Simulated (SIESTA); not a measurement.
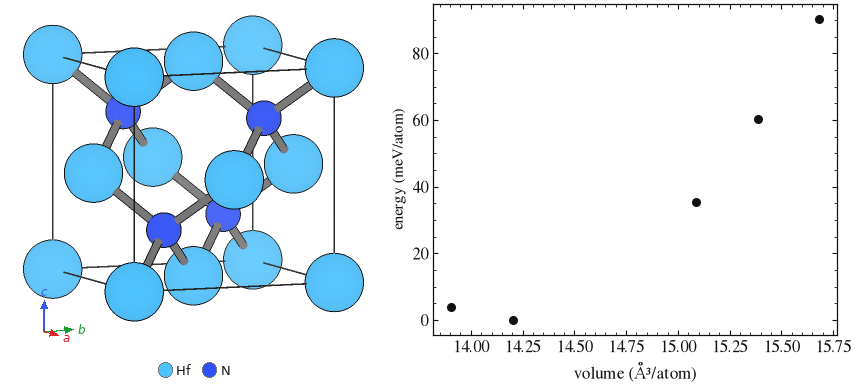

The figure shows the energy against volume for HfN, space group F-43m (No. 216). The conventional cell is drawn beside the plot.

The given structure:
```
Hf N
1.0
     0.00000    2.45482    2.45482
     2.45482    0.00000    2.45482
     2.45482    2.45482    0.00000
Hf N
1 1
Direct
  0.00000 0.00000 0.00000
  0.25000 0.25000 0.25000
```

Calculation (SIESTA 5.4.2): DFT in numerical atomic orbitals with pseudopotentials, no spin polarisation; energies at scaled volumes of the given cell, shape and fractions fixed, counted from the fit's minimum, third-order Birch-Murnaghan fit. Level: LDA.

- k mesh: 9×9×9
- occupations: Fermi–Dirac
- smearing width: 0.05 eV
- potentials: PseudoDojo 0.4 standard, converted to PSML, two zetas on semicore shells
- program settings: basis DZP, mesh cutoff 800 Ry

The points at volume 14.50 Å³/atom and 14.79 Å³/atom are left out of the plot. What values does the calculation give there?

```json
{"volume (Å³/atom)": "14.50", "energy (meV/atom)": "4.49"}
{"volume (Å³/atom)": "14.79", "energy (meV/atom)": "16.59"}
```

Keep in mind: mulliken charges of long orbitals; short basis over semicore shells.
